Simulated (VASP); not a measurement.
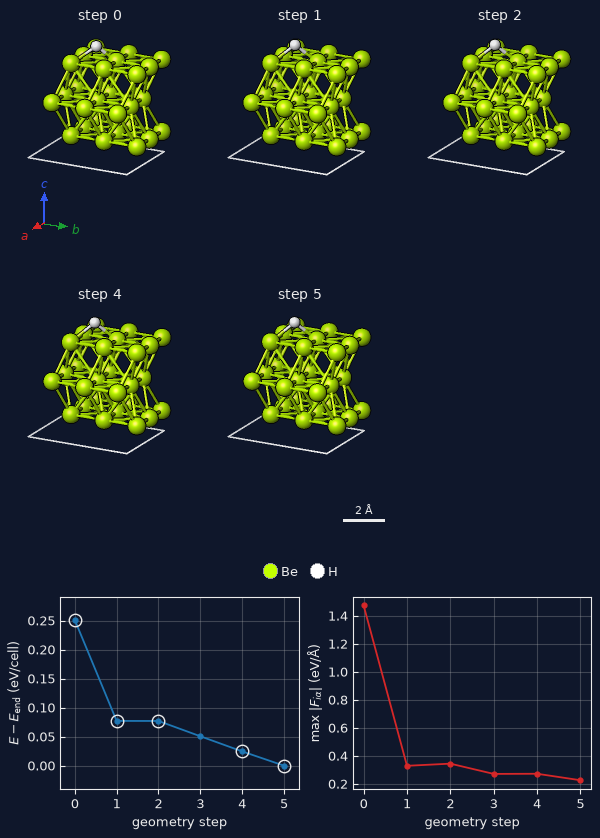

Frames of a relaxation of a slab of composition Be₂₇H, marked on the history of the run. A ball-and-stick model of the cell of the calculation, outlined in the plane, without the vacuum (origin shifted), seen slightly off an axis.

The run lets the atoms move in a fixed cell. 9 atoms are held fixed.

Level of theory: VASP 6.6.1, Kohn-Sham DFT of a periodic cell, PBE, VASP PAW PBE potentials, recommended.

Input file:
```
SYSTEM = Be27H
ALGO = Normal ; EDIFF = 1E-7
EDIFFG = -0.03 ; ENCUT = 520
GGA = PE ; IBRION = 2
ISIF = 2 ; ISMEAR = -1
LASPH = .TRUE. ; LCHARG = .FALSE.
LREAL = Auto ; LWAVE = .FALSE.
NELM = 80 ; NSW = 80
PREC = Accurate ; SIGMA = 0.1
```

Command:
```bash
cat potpaw_PBE.64/Be/POTCAR potpaw_PBE.64/H/POTCAR > POTCAR
mpirun -np 1 vasp_std > vasp.out
```

**What happens along the run?**

The run was cut off at its time limit before the relaxation converged, so the last structure is only a point on the way. The energy falls by 0.251 eV per cell of the calculation in 5 geometry steps. Largest force component: 1.5 eV/Å at the start, 0.23 eV/Å at the end. The atom that moves furthest is the H atom (0.20 Å at 36° to the normal (+c side)). By element the largest moves are H 0.20 Å, Be 0.05 Å. The lattice vectors keep their values. Some distances before and after: Be–H 1.303 → 1.497 Å, Be–Be 2.229 → 2.303 Å, Be–Be 2.290 → 2.343 Å, Be–Be 2.229 → 2.275 Å. Bond angles that change, for instance: Be–H–Be 109.7° → 101.4°. From step 0 to 1: the H atom moves most (0.10 Å), energy −0.174 eV per cell of the calculation. From step 1 to 2: energy −0.1 meV per cell of the calculation. From step 2 to 4: the H atom moves most (0.08 Å), energy −52.4 meV per cell of the calculation. From step 4 to 5: the H atom moves most (0.03 Å), energy −24.6 meV per cell of the calculation.
